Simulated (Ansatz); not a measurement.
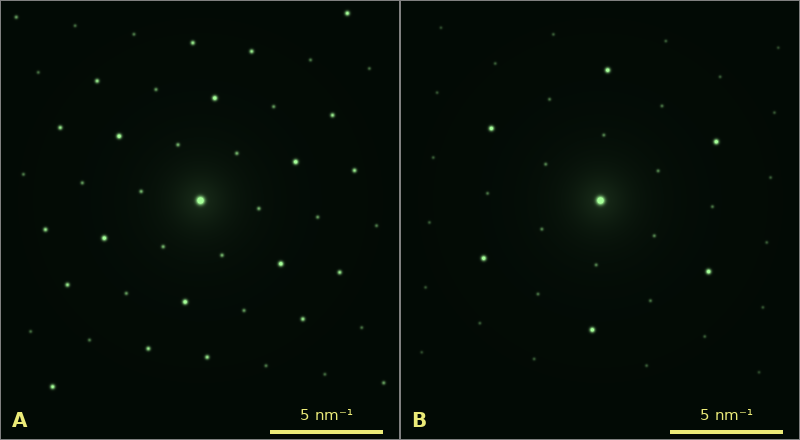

Kinematic electron diffraction patterns (200 kV, B = 0.5 Å², same scale, each along a low-index zone) of two structures of composition AlAs3, each relaxed at zero pressure with DFT r2SCAN, scalar-relativistic, plane waves, PAW (Ansatz).

The structures (standard cells):
1. Pm-3n (No. 223), a = 5.285 Å, 8 atoms; generated start, possibly hypothetical
2. Pm-3m (No. 221), a = 4.833 Å, 4 atoms; generated start, possibly hypothetical

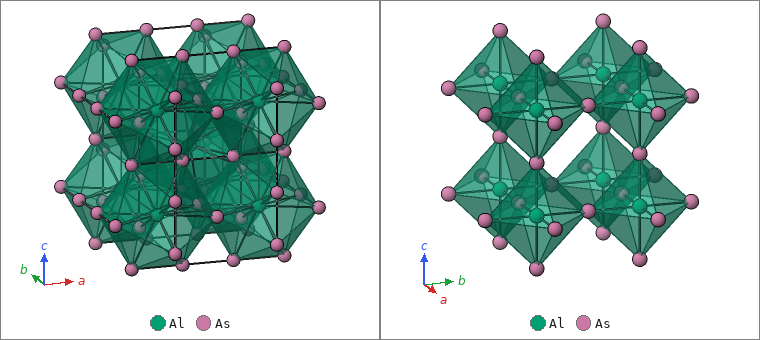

Drawings of the structures 1 to 2, from left to right (each may span several cells).

Q: Which pattern belongs to which structure, and along which zone?

A: A is structure 1 along [111] or an equivalent direction: hexagonal net of -1 1 0 at d = 3.74 Å and -1 0 1 at d = 3.74 Å, 60.0° apart. B is structure 2 along [111] or an equivalent direction: hexagonal net of -1 1 0 at d = 3.42 Å and -1 0 1 at d = 3.42 Å, 60.0° apart.

Q: Rank the structures by their computed energy.

A: Structure 1 (Pm-3n, 18.45 Å³ an atom) is the lowest of these; structure 2 (Pm-3m, 28.21 Å³ an atom) lies about 240 meV an atom higher. These are static energies at 0 K; other structures, not shown, may lie lower still.
